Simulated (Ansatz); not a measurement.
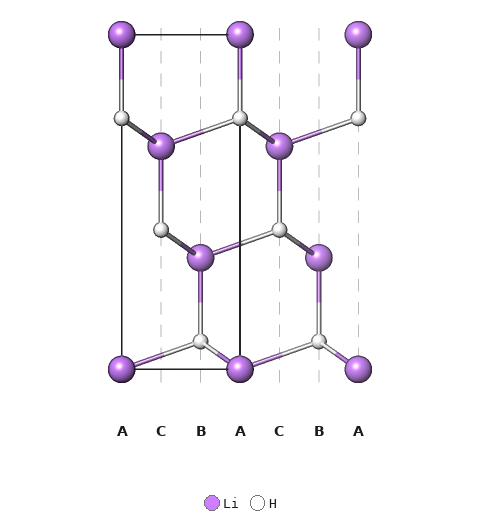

Projection along an edge of the hexagonal mesh, stacking direction [111] upwards. The dashed lines mark the three columns A (0, 0), B (1/3, 2/3) and C (2/3, 1/3). The box is the hexagonal cell of the face-centred cubic lattice. The sequence starts with the first layer at or above the cell's origin.

System LiH; source of the atomic positions: coordinates from a relaxation with DFT, PBE, PAW with Ansatz's default frozen-core files, scalar-relativistic in Ansatz 0.2.0; the starting structure was generated, so it need not be a known form of this composition.

Give the sequence of layers in one repeat, with element and column.

Answer. Li(A) – H(B) – Li(B) – H(C) – Li(C) – H(A) (six layers in 7.43 Å).

How are the H layers alone stacked?

Answer. H layers alone: BCA, the cubic close-packed type.

Which positions between or in the H layers do the other atoms fill?

Answer. Li: three tetrahedral sites in each hexagonal cell.

What short polytype symbol fits?

Answer. Polytype symbol 3C, the symbol of a tetrahedral polytype (number of double layers in the repeat and lattice).

Heights of the layers:

```
layer  atoms (column)  height (Å)  to next (Å)
    1           Li(A)        0.00         0.62
    2            H(B)        0.62         1.86
    3           Li(B)        2.48         0.62
    4            H(C)        3.10         1.86
    5           Li(C)        4.95         0.62
    6            H(A)        5.57         1.86
```
